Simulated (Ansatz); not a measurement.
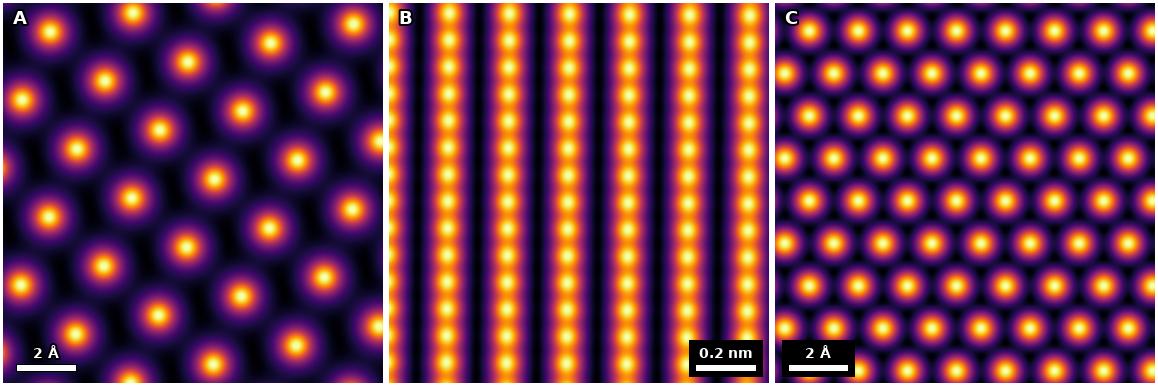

Three views of Ti (Fm-3m, No. 225) along different zone axes. Simulated as the projected potential of neutral atoms (B = 0.3 Å²) blurred by a 0.50 Å probe, the thin-sample limit of integrated differential phase contrast. The display is stretched by a gamma of 0.65; percentages refer to the linear signal. Model: the geometry relaxed with DFT, PBE, plane waves (420 eV) with PAW, scalar-relativistic in Ansatz 0.2.0; the starting structure was generated, so it need not be a known form of this composition.

```cif
data_structure
_symmetry_space_group_name_H-M 'Fm-3m'
_symmetry_Int_Tables_number 225
_cell_length_a 4.1118
_cell_length_b 4.1118
_cell_length_c 4.1118
_cell_angle_alpha 90.000
_cell_angle_beta 90.000
_cell_angle_gamma 90.000
_cell_volume 69.52
loop_
_atom_site_label
_atom_site_type_symbol
_atom_site_symmetry_multiplicity
_atom_site_Wyckoff_symbol
_atom_site_fract_x
_atom_site_fract_y
_atom_site_fract_z
_atom_site_occupancy
Ti1 Ti 4 a 0.00000 0.00000 0.00000 1
```

**Match the panels to the zone axes [110], [111] and [210].**

A is [110]: projected cell 2.52 × 2.52 Å, 109°, plane group c2mm. B is [210]: projected cell 0.92 × 2.06 Å, 90°, plane group p2mm. C is [111]: projected cell 1.68 × 1.68 Å, 120°, plane group p6mm.
